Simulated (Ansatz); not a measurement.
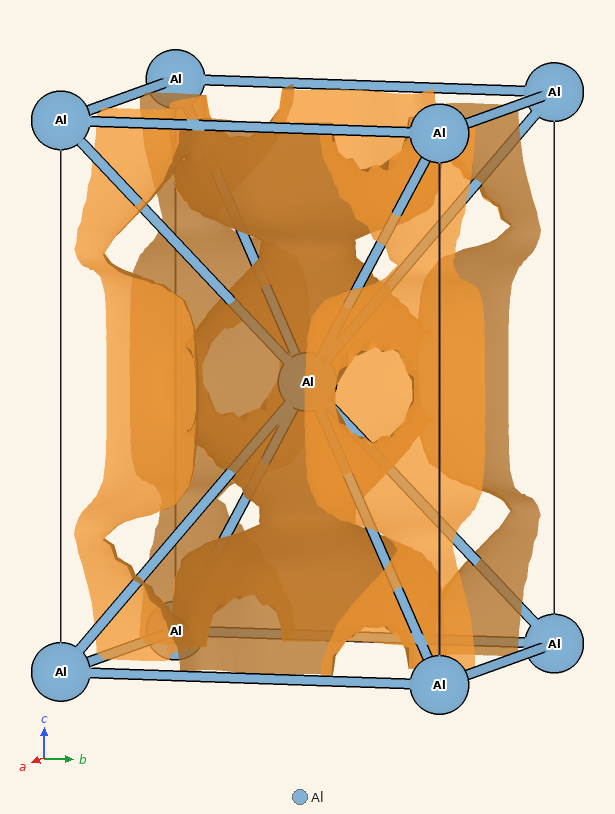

Al. Isosurface of the ELF at 0.55 (orange), seen slightly off an axis. Only the valence region is drawn (cores and ρ < 0.01 e/Å³ removed). Sticks mark near contacts.

Space group Immm.

Theory: Kohn-Sham DFT of a periodic cell, PBE, Ansatz PAW (Ansatz).

Core electrons are frozen (PAW), and the valence fields are smoothed inside the atomic spheres.

```
Al
1.0
     2.00456    2.00456    0.00000
    -2.04505    2.04505    0.00000
     0.00000    0.00000    4.04961
Al
2
Direct
  0.00000 0.00000 0.00000
  0.50000 0.50000 0.50000
```

Identify the bonds, lone pairs and shells in this picture.

The surface consists of one network that runs through the whole crystal, counted in one cell of 2 atoms. Any copies at cell faces, edges or corners count once. There are no localised bonds or lone pairs at this value.

Values along the shortest contacts:
Al–Al (2.83 Å): the ELF peaks at about 0.65 between the atoms. Al–Al (2.89 Å): the ELF peaks at about 0.60 between the atoms.
